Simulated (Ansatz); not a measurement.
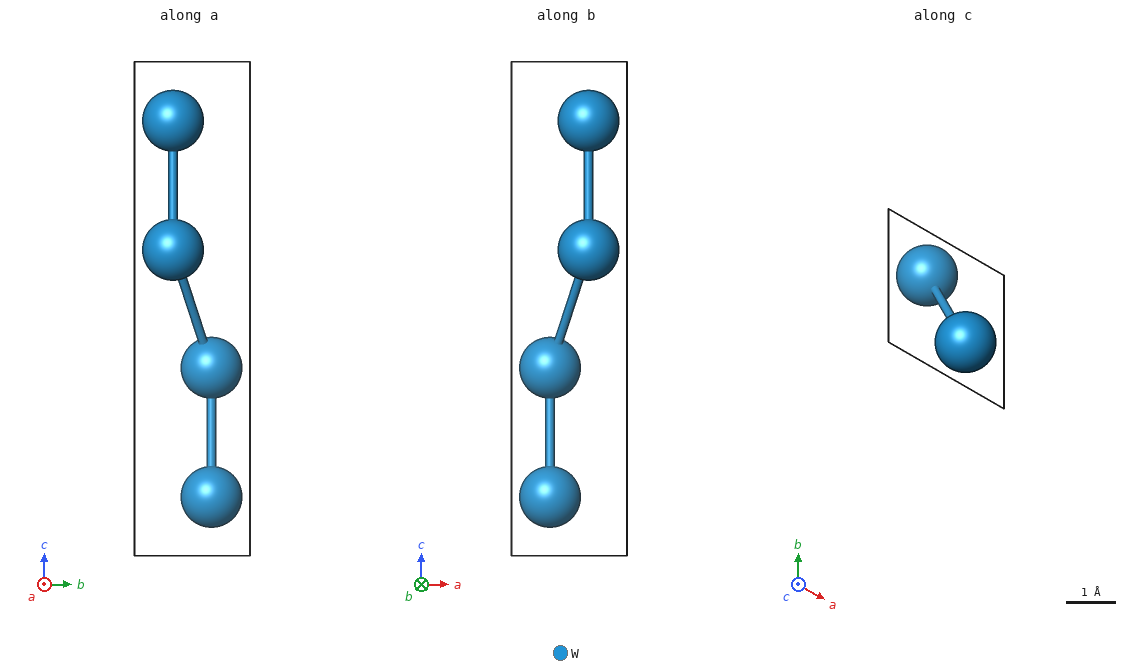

An orthographic ball-and-stick view of the structure, along the a axis, along the b axis and along the c axis. The outline marks the conventional unit cell.

Lattice: a = 2.754 Å, b = 2.754 Å, c = 10.207 Å, α = 90.00°, β = 90.00°, γ = 120.00°.

Question: Give the number of atoms in the outlined cell.

Answer: 4 (tungsten), counting shared atoms by their share.

Question: Determine the space group.

Answer: P6_3/mmc (No. 194), with W on 4f.

Question: How do the bonded atoms link up through the crystal?

Answer: The bonds build a three-dimensional framework.

The structure was taken from a textbook structure type filled with this element (whether it is the usual form wasn't checked). A relaxation with DFT r2SCAN, scalar-relativistic, plane waves, PAW (Ansatz) gave the geometry drawn.
